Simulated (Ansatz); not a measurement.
System: Sn (slab).

```
Sn
1.0
     4.70671    0.00000    0.00000
    -2.35336    4.07613    0.00000
     0.00000    0.00000   23.64678
Sn
6
Direct
  0.33333 0.66667 0.31717
  0.00000 0.00000 0.35780
  0.00000 0.00000 0.47969
  0.66667 0.33333 0.52031
  0.66667 0.33333 0.64220
  0.33333 0.66667 0.68283
```

Method: DFT PBE, scalar-relativistic, plane waves, PAW (Ansatz).

### What can the converged valence pseudo-density and electron localisation function tell about the bonding?

Sn–Sn (2.88 Å): ρ at the midpoint is about 0.33 e/Å³; the ELF peaks at about 0.65 between the atoms.

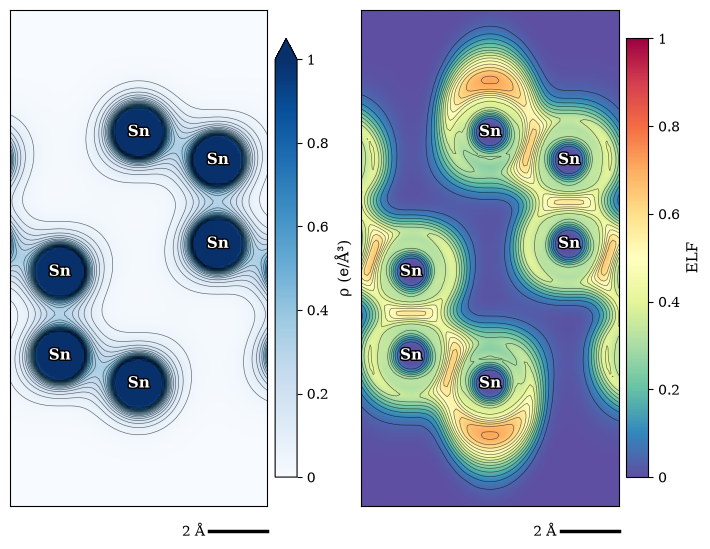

Computed valence pseudo-density and electron localisation function on the (110) plane of the calculation cell, a cut from vacuum to vacuum, in this order. 

In a PAW calculation such maps are meaningful between the atoms, not at the nuclei.
